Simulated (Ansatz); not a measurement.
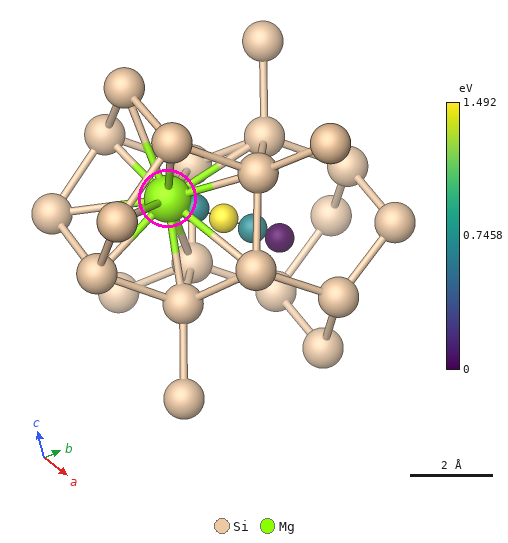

A search for the minimum-energy path of a defect cell of composition MgSi32 (cell charge +2) (33 atoms in the cell) by the nudged elastic band. Images are numbered from 0 (start) to 4 (end). The start is drawn whole; smaller spheres mark the moving atoms (Mg) in the later images, joined by lines and coloured by the energy of the image relative to the start. A ball-and-stick model of the atoms within 4.6 Å of the middle of the path, seen slightly off an axis. The moving atom is ringed, with any periodic copies. Bonds to atoms that aren't drawn are left out.

Method: DFT PBE, scalar-relativistic, plane waves, PAW (Ansatz 0.2.0). Set-up: plane-wave cutoff 420 eV; k-point mesh 2 × 2 × 2; Gaussian smearing 0.02 eV; 3 movable images; climbing image.

### What moves, how far, and at what cost in energy?

The Mg atom travels furthest, 3.18 Å from end to end, along [1 1 0], on a straight line. At the highest image its nearest neighbour (Si) is 2.45 Å away, against 2.62 Å at the start, and the surrounding atoms stand up to 0.15 Å off the mean of their end positions. The two ends have the same energy, and the highest point, image 2, lies 1.49 eV above the start. The band is converged.

Limits of the set-up: the cell is charged, on a uniform background, and energies carry no finite-size correction.

The run took 2.2 min on 4 threads of Arm Neoverse V2, on a shared host, peak memory 2.4 GiB.
